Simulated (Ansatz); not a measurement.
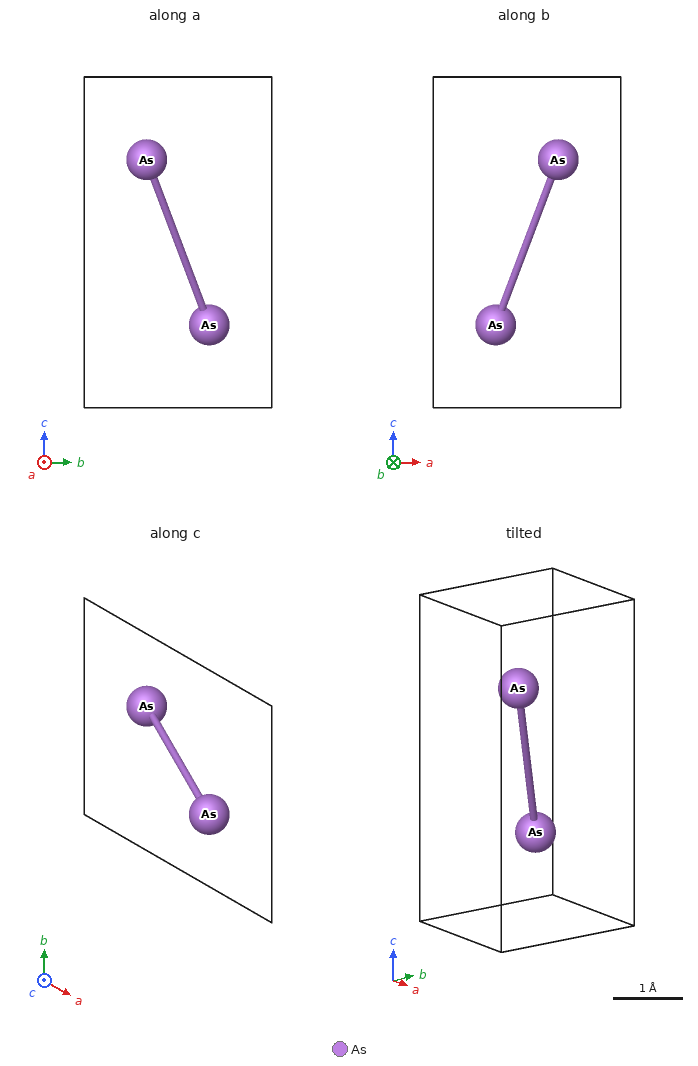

An orthographic ball-and-stick view of the structure, along the a axis, along the b axis, along the c axis and slightly off an axis. One conventional unit cell is outlined, and atoms on its boundary appear in each equivalent place.

Lattice parameters: a = 3.1570 Å, b = 3.1570 Å, c = 4.8179 Å, α = 90.000°, β = 90.000°, γ = 120.000°.

### Put the structure into a CIF in P1 with every atom of the cell.

```cif
data_structure
_symmetry_space_group_name_H-M 'P 1'
_symmetry_Int_Tables_number 1
_cell_length_a 3.1570
_cell_length_b 3.1570
_cell_length_c 4.8179
_cell_angle_alpha 90.000
_cell_angle_beta 90.000
_cell_angle_gamma 120.000
_cell_volume 41.58
loop_
_atom_site_label
_atom_site_type_symbol
_atom_site_fract_x
_atom_site_fract_y
_atom_site_fract_z
_atom_site_occupancy
As1 As 0.3333 0.6667 0.2500 1
As2 As 0.6667 0.3333 0.7500 1
```

The model was built from a structure type filled with this element by a generator (whether the element takes this form wasn't checked). Earlier steps of the study may have refined or changed the cell and positions. An electronic-structure calculation with Ansatz was run on it.

At this level of theory the cell isn't at rest (stretched, at -5 GPa), so its distances can differ from those at equilibrium, the more so the softer the solid.
